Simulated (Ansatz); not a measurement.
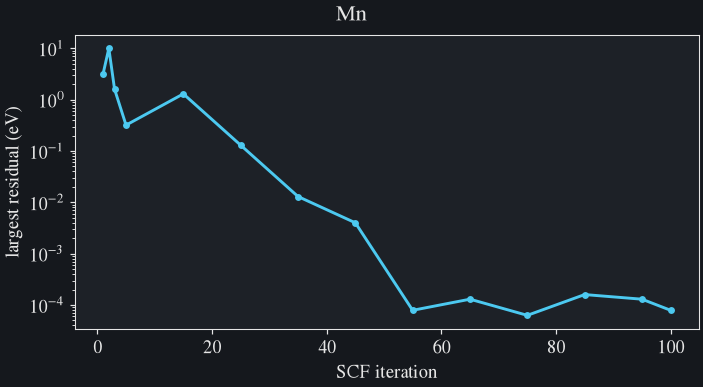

The plot shows the SCF iterations of a calculation: largest residual. Only some iterations were kept.

Program: Ansatz.

```
crystal:
  atoms:
    - { position: [0.0, 0.0, 0.0], spin: 3.0, spin_axis: [0.099, -0.235, -0.967], symbol: Mn }
    - { position: [0.5, 0.5, 0.25], spin: 3.0, spin_axis: [0.367, -0.161, -0.916], symbol: Mn }
    - { position: [0.0, 0.0, 0.5], spin: 1.6, spin_axis: [0.826, -0.007, 0.563], symbol: Mn }
    - { position: [0.5, 0.5, 0.75], spin: 2.1, spin_axis: [-0.403, -0.502, -0.765], symbol: Mn }
  lattice:
    - [2.9234, 0, 0]
    - [0, 2.9234, 0]
    - [0, 0, 5.8468]
hamiltonian:
  pseudopotentials: { kind: nc }
  xc: pbe
kpoints:
  mp_grid: { grid: [2, 2, 2] }
magnetization:
  noncollinear: true
scf:
  occupations: { method: fermi_dirac, width: "0.03 eV" }
```

Question: Did the calculation converge?

Answer: Not converged after 100 iterations. The residual is still falling at the last step (down to 8 × 10⁻⁵).
